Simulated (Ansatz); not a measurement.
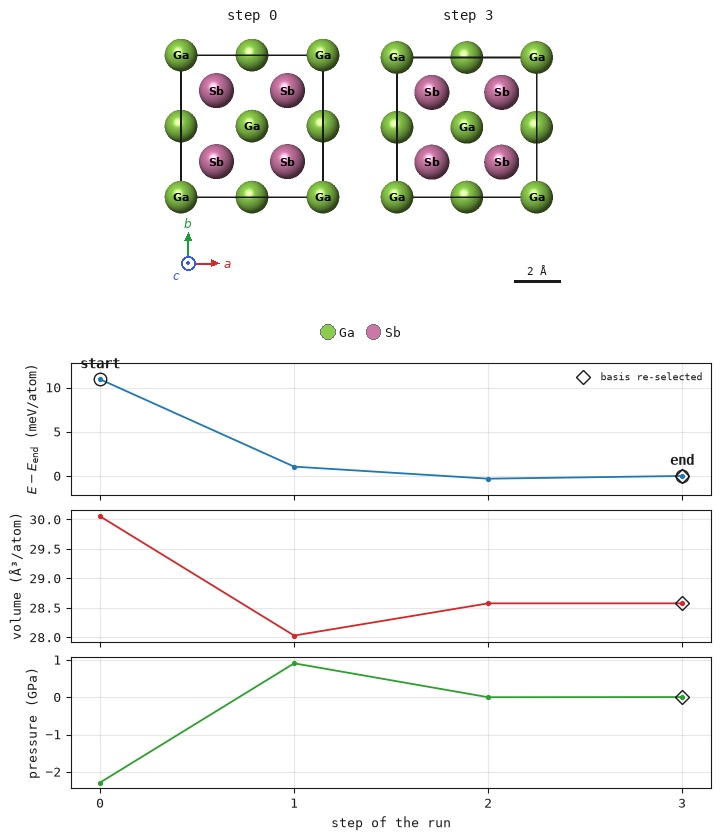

First and last geometry of a relaxation of crystalline GaSb (built on the zincblende type), with the history of the run. Style: spheres-only. Shown: the conventional cell (4 times the calculation's cell), along the c axis. Lengths and directions refer to the drawn axes.

Computed with DFT, PBEsol, plane waves, PAW in Ansatz 0.2.0. Set-up: plane-wave cutoff 420 eV; k-point mesh 6 × 6 × 6; occupations fermi dirac; smearing width 0.02 eV; no spin polarisation; cell and atoms relaxed; force threshold 0.005 eV/Å.

Read the history and describe the run.

It converged. The energy falls by 10.9 meV per atom in 2 accepted moves (3 points after the start). All forces vanish by symmetry, so only the cell relaxes. Pressure: −2.29 GPa at the start and 0.00 GPa at the end. The SCF was repeated once at an unchanged geometry on a basis and grid sized afresh for the cell, which shifted the energy by 0.3 meV per atom at most. No atom moves by more than 0.005 Å relative to the cell. The drawn cell changes as follows: a = b = c 6.218 → 6.115 Å (−1.7 %); the volume changes by −4.9 %. Among the contacts that change: Ga–Sb 2.693 → 2.648 Å. The space group stays F-43m (No. 216). The run took 2 s on 4 threads of Arm Neoverse V1 (shared host), peak memory 0.36 GiB.
